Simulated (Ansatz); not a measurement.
# Mending a single-point calculation on Cu

System: Cu (1 atom in the cell).
Method of run 1: DFT, LDA, all-electron LAPW (Ansatz 0.2.0).

The structure derives from an entry of the Crystallography Open Database. Text and figures count atoms from 1; the logs count them from 0 in places.

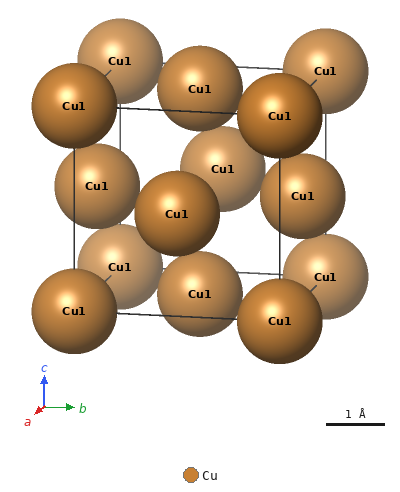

Figure 1. The structure (spheres-only view of the cell 4 times as large as that of the calculation, set on its symmetry axes, seen slightly off an axis; atoms are numbered from 1 in the order of the input).

**Input, run 1**
```yaml
crystal:
  lattice:
    - [0.0, 1.8312856224, 1.8312856224]
    - [1.8312856224, 0.0, 1.8312856224]
    - [1.8312856224, 1.8312856224, 0.0]
  atoms:
    - { symbol: Cu, position: [0.0, 0.0, 0.0] }
  symmetry: { detect: false }
kpoints:
  mp_grid: { grid: [19, 19, 19] }
scf:
  occupations: { method: fermi_dirac, width: 0.08 }
hamiltonian:
  xc: lda
  pseudopotentials: { kind: all_electron, lapw: { basis_error: 0.00025 } }
output:
  forces: true
  stress: true
  eigenvalues: true
```

Command:
```bash
ansatz run input.yaml --threads 1 --pin off --max-ram 2048MiB --backend cpu --events-out ev --progress --plain --runs-dir out
```

Hardware: 1 thread of an x86-64 CPU, shared host.

**Output (run 1)**
```
LAPW: plane waves up to 9.315 Å⁻¹, error target 2.5e-4 eV per atom; small_component_spin mean_spin; Cu in spheres of 1.295 Å, 19 of its electrons in bands, Dirac shells [] (how accurate: hamiltonian.pseudopotentials.lapw.basis_error, Limitations)
Engine: ansatz 0.2.0, x86_64-unknown-linux-gnu
Pseudopotentials: kind: all_electron
Pseudopotential: Cu, LAPW, valence charge 19, lapw/all_electron/scalar/gaussian/Cu, Koelling and Harmon's equation, gaussian nucleus
Functional definition: SPW92
  exchange = slater_x
  correlation = pw_c
Error: memory limit exceeded: the `scf loop` phase needs 2.60 GiB against the run's memory maximum of 2.00 GiB; largest carriers: full-potential basis 1.16 GiB, full-potential states 0.80 GiB, wavefunctions 0.29 GiB, unmodelled-tail allowance 0.28 GiB, plane-wave basis 0.05 GiB; a smaller basis.ecutwfc or, where none is typed, a larger hamiltonian.pseudopotentials.lapw.basis_error lowers the `full-potential` rows, and so do fewer k-points and bands; a later phase of this entry needs more than this one; a spill directory would not be enough: with 3430 of 3430 wavefunction blocks spilled the largest phase would still need 2.32 GiB
with nothing else changed it takes a maximum of at least 2.60 GiB, with nothing to spare, and 2.86 GiB leaves up to a tenth: --max-ram 2.86GiB where that set the maximum, else more of the term that did, and with no share typed, where 2.86 GiB is over 0.88 of the host's memory or its container's limit, a share of 0.88 or more that holds the maximum too (--max-ram-frac F), where one does; The budget is ten elevenths of this run's memory maximum, which was set by `override`, `--max-ram`. Only more of that lifts it, as far as the next of its terms, where there is one: `probe`, the memory found free on the host or within its container's limit (plus what this process already holds); `hard-limit-fraction`, `--max-ram-frac`'s share of the host's memory or its container's limit, at most the whole. Or run on fewer --threads (every phase holds memory for each worker), or reduce the deck (k-points, bands, cutoff, basis.xc_grid; a resume cannot: its deck is fixed); --dry-run prints the memory plan (there is none under scf.eigensolver.kind: dense, nor of a phonons: deck that is refused for the q-mesh of its integrals; under relax.cell it leaves out what runs after the relaxation; the manual's page Python interface lists what else it leaves out, under The engine at run.memory_plan())
```

Q: Diagnose this run and give a change of the input that cures it.

A: Settings chosen away from the usual ones: crystal.symmetry = {"detect": false}. The program refused the input: “memory limit exceeded: the `scf loop` phase needs 2.60 GiB against the run's memory maximum of 2.00 GiB; largest carriers: full-potential basis 1.16 GiB, full-potential states 0.80 GiB, wavefunctions 0.29 GiB, unmodelled-tail allowance 0.28 GiB, plane-wave basis 0.05 GiB …”

A run of the same system that converges differs from this input as follows (lines with − go, lines with + come):
```diff
-  symmetry: { detect: false }
```

**Output, shortened to warnings, some set-up lines, iterations and results (run 2)**
```
Basis set: ecut = 330.6102311869627 eV, 169 PW (Γ), exchange–correlation at level 2
Symmetry: 48 space group operations
k-points: 220 of 6859
Initial density: superposition of atomic densities (chi_scale 0.1, normalization cell)
[...]
SCF iter   1: F=—  HF=-44965.806182 eV  |F-HF|=—  |Δ(HF+E_count)|=         —  Δρ=4.33e-2  dr2=1.09e-1  ethr=5.74e-4  ⟨swp⟩=2.6  Hψ=22017  notcnv=0
SCF iter   2: F=—  HF=-44966.833307 eV  |F-HF|=—  |Δ(HF+E_count)|=    1.03e0  Δρ=2.84e-2  dr2=4.88e-2  ethr=5.74e-4  ⟨swp⟩=3.0  Hψ=10412  notcnv=0
SCF iter   3: F=—  HF=-44964.994904 eV  |F-HF|=—  |Δ(HF+E_count)|=    1.84e0  Δρ=4.52e-3  dr2=1.36e-3  ethr=7.17e-6  ⟨swp⟩=2.0  Hψ=15504  notcnv=0
SCF iter   4: F=—  HF=-44964.863061 eV  |F-HF|=—  |Δ(HF+E_count)|=   1.32e-1  Δρ=5.21e-3  dr2=1.53e-3  ethr=7.17e-6  ⟨swp⟩=3.0  Hψ=9847  notcnv=0
SCF iter   5: F=—  HF=-44964.852264 eV  |F-HF|=—  |Δ(HF+E_count)|=   1.08e-2  Δρ=9.92e-4  dr2=5.35e-5  ethr=7.17e-6  ⟨swp⟩=2.0  Hψ=8286  notcnv=0
SCF iter   6: F=—  HF=-44964.851906 eV  |F-HF|=—  |Δ(HF+E_count)|=   3.58e-4  Δρ=4.21e-5  dr2=8.47e-8  ethr=2.82e-7  ⟨swp⟩=2.0  Hψ=8284  notcnv=0
SCF iter   7: F=-44964.851906 eV  HF=-44964.851906 eV  |F-HF|=5.27e-8  |Δ(HF+E_count)|=   2.58e-7  Δρ=4.80e-6  dr2=1.66e-9  ethr=4.46e-10  ⟨swp⟩=2.7  Hψ=8619  notcnv=0
SCF 1 converged in 7 iterations: F = -44964.851906 eV  dr2 = 1.66e-9
SCF converged after 7 iterations
Free energy (F): -44964.851906 eV
Harris-Foulkes:  -44964.851906 eV  (|F-HF|=5.27e-8)
Internal energy: -44964.844237 eV  (E = F + TS)
E sigma→0 (E₀):  -44964.848071 eV
Entropy (-TS):   -0.007669 eV (-7.669 meV/atom)
Fermi energy:    15.383393 eV
--- Per-component energies (eV) ---
  E_band       = -380.604990
  E_kinetic    = 45715.089910
  E_xc         = -1769.367801
  E_electrostatic = -88910.566346  (all electrons and nuclei)
  E_smearing   = -0.007669  (= −TS)
  E_closure    = 0.000000  (closes the sum)
  E_atoms      = -44960.173863  (free atoms, spherical and without spin; not in F)
  Σ components = -44964.851906   (vs F -44964.851906, Δ=0.00e0)
  Basis errors (estimates in eV, not in F): energy 5.5e-5 per atom: plane waves 4.5e-5 (2.2e-5 summed), levels above the bands 3.5e-108, relativity 1.3e-9, radial functions 1.0e-5, core shells 1.1e-11; eigenvalues (radial functions only) 4.4e-7; not estimated: angular momenta, meshes, grids; target …
--- Forces (eV/Å), atoms counted from 1 ---
  atom   1  Cu    -0.00000000    -0.00000000    -0.00000000
  max |Σ_I F_I| component: 6.37e-32 eV/Å
--- Stress (GPa, compression-positive) ---
      -16.908876      -0.000000      -0.000000
       -0.000000     -16.908876      -0.000000
       -0.000000      -0.000000     -16.908876
  P = ⅓ Tr σ = -16.9089 GPa (-169.089 kbar)
```

**The two runs side by side**

| quantity | run 1 | run 2 |
| --- | --- | --- |
| outcome | refused | converged |
| free energy per atom (eV) | – | −44964.8519 |
| pressure (GPa) | – | −16.91 |
| volume per atom (Å³) | – | 12.28 |
| largest force (eV/Å) | – | 0.000 |
| SCF iterations | – | 7 |
| irreducible k-points | – | 220 |
| plane waves at Γ | – | 169 |

Notes on run 2: The cell is under a tension of 16.9 GPa at this level, so it is not at its equilibrium volume.
